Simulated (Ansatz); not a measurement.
**MoS2: density, localisation and related maps**

Input file:

```
crystal:
  lattice:
    - [3.1487608385, 0.0, 0.0]
    - [-1.5743804192, 2.7269068766, 0.0]
    - [0.0, 0.0, 6.6941012984]
  atoms:
    - { symbol: Mo, position: [0.0, 0.0, 0.0] }
    - { symbol: S, position: [0.3333333333, 0.6666666667, 0.2341598121] }
    - { symbol: S, position: [0.3333333333, 0.6666666667, 0.7658401879] }
basis:
  ecutwfc: 420
kpoints:
  mp_grid: { grid: [12, 12, 4] }
hamiltonian:
  xc: pbe
  dispersion: d3bj
scf:
  occupations: { method: gaussian, width: 0.02 }
output:
  forces: true
  stress: true
  eigenvalues: true
  write_density: true
  write_potential: true
  elf: true
  volumetric_format: npy
relax:
  adjacent_minimum: "off"
  f_tol: 0.005
  max_steps: 80
  cell: { stress_tol: 0.05 }
```

Launched as:

```sh
ansatz run input.yaml --threads 4 --pin off --max-ram 10240MiB --backend cpu --events-out ev --progress --plain --runs-dir out
```

Below, planes, directions and counts refer to the conventional cell (a = 3.15 Å, b = 3.15 Å, c = 6.65 Å, α = 90.00°, β = 90.00°, γ = 120.00°).

The fields are those of the run's last geometry, not of the input's.

Space group P-6m2; a structure from a database of computed crystals, not necessarily the ambient phase; computed without spin polarisation.

Computed with Ansatz 0.2.0, DFT PBE+D3(BJ), scalar-relativistic, plane waves, PAW.

The density is the valence pseudo-density of a PAW calculation; it isn't the true density close to the nuclei.

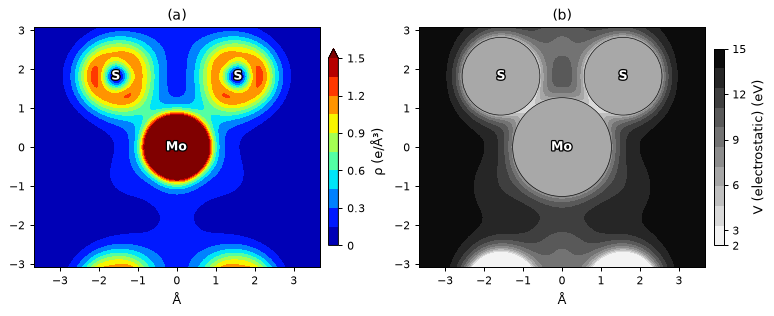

Figure 1. (a) valence electron density; (b) electrostatic potential energy of an electron on the (110) plane of the conventional cell. Grey discs cover the atomic cores in the potential map.

Describe what can be read from this map.

The plane passes through Mo and S nuclei.
Mo–S (2.40 Å): the density is about 0.61 e/Å³ at the midpoint.
Between the atoms the lowest density in this plane is 0.007 e/Å³.
Outside the cores the potential energy rises away from the atoms and is highest about 2.5 Å from the nearest atoms; its zero is arbitrary.

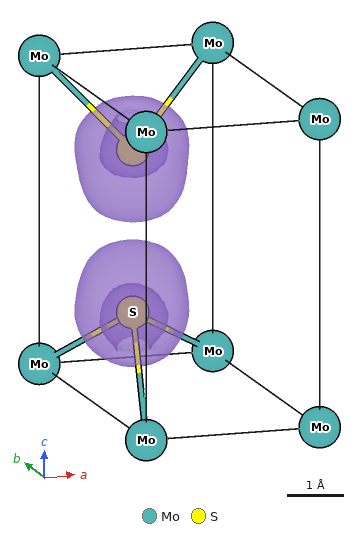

Figure 2. Isosurface of the ELF at 0.75 (purple), seen at an oblique angle. Only the valence region is drawn (cores and ρ < 0.01 e/Å³ removed). Sticks mark near contacts.

Identify the bonds, lone pairs and shells in this picture.

The surface consists of two regions wrapped around S (the valence shell of each), counted in one cell of 3 atoms. Any copies at cell faces, edges or corners count once. Along the contacts the grid gives the following. Mo–S (2.40 Å): the ELF peaks at about 0.85 in the valence shell of S, 0.8 Å from its nucleus, and is about 0.45 at the midpoint.

Does the calculation make it a metal, or give it a gap?

It is gapped, with a Kohn–Sham gap of 1.2 eV on the k-point mesh (the band edges may lie off the mesh, which would make the gap smaller).
